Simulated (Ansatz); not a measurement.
**Two runs on Mo**

System: Mo (Fmmm, 1 atom in the cell).
Method of run A: DFT r2SCAN, scalar-relativistic, plane waves, PAW, no spin polarisation (Ansatz 0.2.0).

The structure derives from an entry of the Crystallography Open Database. Text and figures count atoms from 1; the logs count them from 0 in places.

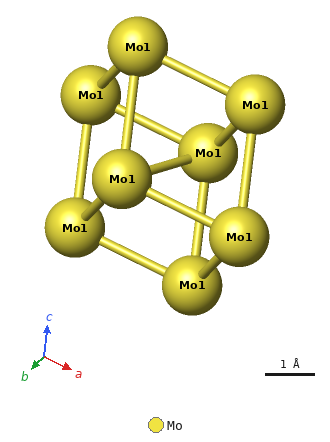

The structure (ball-and-stick view of the cell of the calculation, seen at an oblique angle; atoms are numbered from 1 in the order of the input). An atom can appear more than once, as a periodic image. Near neighbours in the periodic cell (some may lie outside the picture): Mo has 8 Mo at 2.71 to 2.75 Å.

### Input file, run A
```yaml
crystal:
  lattice:
    - [-1.5909652985, 1.5752131668, 1.5909652985]
    - [1.5594610351, -1.5752131668, 1.5594610351]
    - [1.5909652985, 1.5752131668, -1.5909652985]
  atoms:
    - { symbol: Mo, position: [0.0, 0.0, 0.0] }
basis:
  ecutwfc: 500
kpoints:
  mp_grid: { grid: [26, 26, 26] }
hamiltonian:
  xc: r2scan
scf:
  occupations: { method: gaussian, width: 0.15 }
output:
  forces: true
  stress: true
  eigenvalues: true
```

Command:
```bash
ansatz run input.yaml --threads 1 --pin off --max-ram 2560MiB --backend cpu --events-out ev --progress --plain --runs-dir out
```

Hardware: 1 thread of Intel Xeon @ 2.50GHz (Skylake/Cascade Lake), 189 GiB of memory available, shared host.

### Output, shortened to warnings, some set-up lines, iterations and results (run A)
```
Basis set: ecut = 500 eV, 381 PW (Γ), exchange–correlation on 96×80×96 points (64 copies of the dense FFT grid, shifted against one another)
Symmetry: 8 space group operations
k-points: 2471 of 17576
Initial density: superposition of atomic densities (neutral atoms: chi_scale 0, normalization atom), corrected by the library's trained network
[...]
SCF iter   1: F=—  HF=-4967.599150 eV  |F-HF|=—  |Δ(HF+E_count)|=         —  Δρ=9.54e-3  dr2=1.10e-2  dr2_τ=2.01e-2  ethr=1.77e-3  ⟨swp⟩=5.0  Hψ=164792  notcnv=0
SCF iter   2: F=—  HF=-4967.598685 eV  |F-HF|=—  |Δ(HF+E_count)|=   4.64e-4  Δρ=3.18e-3  dr2=2.93e-4  dr2_τ=4.57e-4  ethr=7.85e-5  ⟨swp⟩=2.5  Hψ=64181  notcnv=0
SCF iter   3: F=—  HF=-4967.598936 eV  |F-HF|=—  |Δ(HF+E_count)|=   2.51e-4  Δρ=1.44e-3  dr2=5.87e-5  dr2_τ=1.50e-5  ethr=2.10e-6  ⟨swp⟩=1.0  Hψ=27631  notcnv=0
SCF iter   4: F=—  HF=-4967.599003 eV  |F-HF|=—  |Δ(HF+E_count)|=   6.67e-5  Δρ=5.94e-5  dr2=2.06e-7  dr2_τ=4.65e-8  ethr=4.19e-7  ⟨swp⟩=3.0  Hψ=45543  notcnv=0
SCF iter   5: F=-4967.599003 eV  HF=-4967.599003 eV  |F-HF|=1.82e-9  |Δ(HF+E_count)|=   4.75e-8  Δρ=7.73e-6  dr2=6.02e-9  dr2_τ=2.34e-9  ethr=1.47e-9  ⟨swp⟩=2.1  Hψ=41035  …
SCF iter   6: F=-4967.599003 eV  HF=-4967.599003 eV  |F-HF|=1.27e-11  |Δ(HF+E_count)|=  2.75e-10  Δρ=1.01e-6  dr2=8.55e-11  dr2_τ=1.09e-11  ethr=4.30e-11  ⟨swp⟩=1.9  Hψ=83505 …
SCF 1 converged in 6 iterations: F = -4967.599003 eV  dr2 = 8.55e-11
SCF converged after 6 iterations
Free energy (F): -4967.599003 eV
Harris-Foulkes:  -4967.599003 eV  (|F-HF|=1.27e-11)
Internal energy: -4967.593605 eV  (E = F + TS)
E sigma→0 (E₀):  -4967.596304 eV
Entropy (-TS):   -0.005398 eV (-5.398 meV/atom)
Fermi energy:    21.051562 eV
--- Per-component energies (eV) ---
  E_band       = -67.616738
  E_kinetic    = 439.919062
  E_local      = -781.365294  (includes V_loc(G=0)·N_el)
  E_nonlocal   = 142.168652
  E_hartree    = 257.736796
  E_xc         = -178.578540
  E_vxc        = -256.379469  (∫ρ·V_xc dr)
  E_paw        = -3217.149438  (= ΣΔE_a)
  E_vpaw       = -144.420560  (= ΣTr[D̂ρ^β])
  E_aug_tail   = 0.000003  (compensation charges beyond the density's cutoff)
  E_vtau       = 16.987047  (kinetic-family band-sum trace: ∫τ·v_τ [+ j·A + Jᵃ·Aᵃ] dr)
  E_ewald      = -1630.103642
  E_core_change = -0.221204  (= ΣΔE_core)
  E_smearing   = -0.005398  (= −TS)
  E_closure    = 0.000000  (closes the sum)
  Σ components = -4967.599003   (vs F -4967.599003, Δ=0.00e0)
--- Forces (eV/Å), atoms counted from 1 ---
  atom   1  Mo    -0.00000000     0.00000000     0.00000000
  max |Σ_I F_I| component: 1.54e-33 eV/Å
--- Stress (GPa, compression-positive) ---
        0.142824      -0.000000       2.183868
       -0.000000       0.178792      -0.000000
        2.183868      -0.000000       0.142824
  P = ⅓ Tr σ = 0.1548 GPa (1.548 kbar)
```

For run B the input was changed thus:
```diff
-    - [-1.5909652985, 1.5752131668, 1.5909652985]
-    - [1.5594610351, -1.5752131668, 1.5594610351]
-    - [1.5909652985, 1.5752131668, -1.5909652985]
+    - [-1.563399068, 1.5752131668, 1.563399068]
+    - [1.5870272656, -1.5752131668, 1.5870272656]
+    - [1.563399068, 1.5752131668, -1.563399068]
+  write_density: true
+  write_potential: true
+  elf: true
+  volumetric_format: npy
```

Predict how the results change.

With the same functional and potentials, run B lies 0.9 meV per atom lower. The number of SCF iterations is the same.

### Output, shortened to warnings, some set-up lines, iterations and results (run B)
```
Basis set: ecut = 500 eV, 381 PW (Γ), exchange–correlation on 80×80×80 points (64 copies of the dense FFT grid, shifted against one another)
Symmetry: 8 space group operations
k-points: 2471 of 17576
Initial density: superposition of atomic densities (neutral atoms: chi_scale 0, normalization atom), corrected by the library's trained network
[...]
SCF iter   1: F=—  HF=-4967.600064 eV  |F-HF|=—  |Δ(HF+E_count)|=         —  Δρ=9.53e-3  dr2=1.10e-2  dr2_τ=2.01e-2  ethr=1.77e-3  ⟨swp⟩=5.0  Hψ=164759  notcnv=0
SCF iter   2: F=—  HF=-4967.599618 eV  |F-HF|=—  |Δ(HF+E_count)|=   4.46e-4  Δρ=3.19e-3  dr2=2.94e-4  dr2_τ=4.55e-4  ethr=7.83e-5  ⟨swp⟩=2.5  Hψ=64179  notcnv=0
SCF iter   3: F=—  HF=-4967.599870 eV  |F-HF|=—  |Δ(HF+E_count)|=   2.51e-4  Δρ=1.44e-3  dr2=5.87e-5  dr2_τ=1.50e-5  ethr=2.10e-6  ⟨swp⟩=1.0  Hψ=27624  notcnv=0
SCF iter   4: F=—  HF=-4967.599936 eV  |F-HF|=—  |Δ(HF+E_count)|=   6.69e-5  Δρ=5.94e-5  dr2=2.06e-7  dr2_τ=4.65e-8  ethr=4.19e-7  ⟨swp⟩=3.0  Hψ=45548  notcnv=0
SCF iter   5: F=-4967.599937 eV  HF=-4967.599937 eV  |F-HF|=1.75e-9  |Δ(HF+E_count)|=   4.77e-8  Δρ=7.66e-6  dr2=5.89e-9  dr2_τ=2.31e-9  ethr=1.47e-9  ⟨swp⟩=2.1  Hψ=40993  …
SCF iter   6: F=-4967.599937 eV  HF=-4967.599937 eV  |F-HF|=1.09e-11  |Δ(HF+E_count)|=  3.19e-10  Δρ=9.83e-7  dr2=7.95e-11  dr2_τ=9.55e-12  ethr=4.21e-11  ⟨swp⟩=4.9  …
SCF 1 converged in 6 iterations: F = -4967.599937 eV  dr2 = 7.95e-11
SCF converged after 6 iterations
Free energy (F): -4967.599937 eV
Harris-Foulkes:  -4967.599937 eV  (|F-HF|=1.09e-11)
Internal energy: -4967.594606 eV  (E = F + TS)
E sigma→0 (E₀):  -4967.597271 eV
Entropy (-TS):   -0.005330 eV (-5.330 meV/atom)
Fermi energy:    21.049351 eV
--- Per-component energies (eV) ---
  E_band       = -67.628943
  E_kinetic    = 439.912731
  E_local      = -781.336621  (includes V_loc(G=0)·N_el)
  E_nonlocal   = 142.165745
  E_hartree    = 257.719087
  E_xc         = -178.577357
  E_vxc        = -256.377497  (∫ρ·V_xc dr)
  E_paw        = -3217.148019  (= ΣΔE_a)
  E_vpaw       = -144.418520  (= ΣTr[D̂ρ^β])
  E_aug_tail   = 0.000003  (compensation charges beyond the density's cutoff)
  E_vtau       = 16.986818  (kinetic-family band-sum trace: ∫τ·v_τ [+ j·A + Jᵃ·Aᵃ] dr)
  E_ewald      = -1630.108971
  E_core_change = -0.221204  (= ΣΔE_core)
  E_smearing   = -0.005330  (= −TS)
  E_closure    = 0.000000  (closes the sum)
  Σ components = -4967.599937   (vs F -4967.599937, Δ=0.00e0)
--- Forces (eV/Å), atoms counted from 1 ---
  atom   1  Mo    -0.00000000     0.00000000     0.00000000
  max |Σ_I F_I| component: 3.08e-33 eV/Å
--- Stress (GPa, compression-positive) ---
        0.114523      -0.000000      -1.641686
       -0.000000       0.135963      -0.000000
       -1.641686      -0.000000       0.114523
  P = ⅓ Tr σ = 0.1217 GPa (1.217 kbar)
```

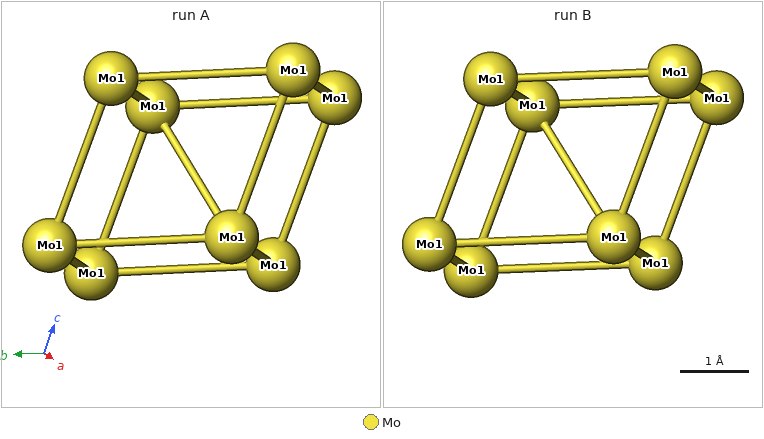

The two input geometries at one scale (ball-and-stick view of the cell of the calculation, seen at an oblique angle). No atom moves by more than 0.005 Å relative to the cell. The drawn cell changes at constant volume: a = c 2.747 → 2.715 Å (−1.2 %), b 2.710 → 2.742 Å (+1.2 %), β 110.0° → 109.1°. Among the contacts that change: Mo1–Mo1 2.747 → 2.715 Å.

### The two runs side by side

| quantity | run A | run B |
| --- | --- | --- |
| outcome | converged | converged |
| free energy per atom (eV) | −4967.5990 | −4967.5999 |
| energy per atom, smearing taken to zero (eV) | −4967.5963 | −4967.5973 |
| gap on the mesh (eV) | 0.00 | 0.00 |
| pressure (GPa) | 0.15 | 0.12 |
| largest force (eV/Å) | 0.000 | 0.000 |
| SCF iterations | 6 | 6 |
| irreducible k-points | 2471 | 2471 |
| plane waves at Γ | 381 | 381 |
| wall time (shared host) | 99 s | 2.2 min |
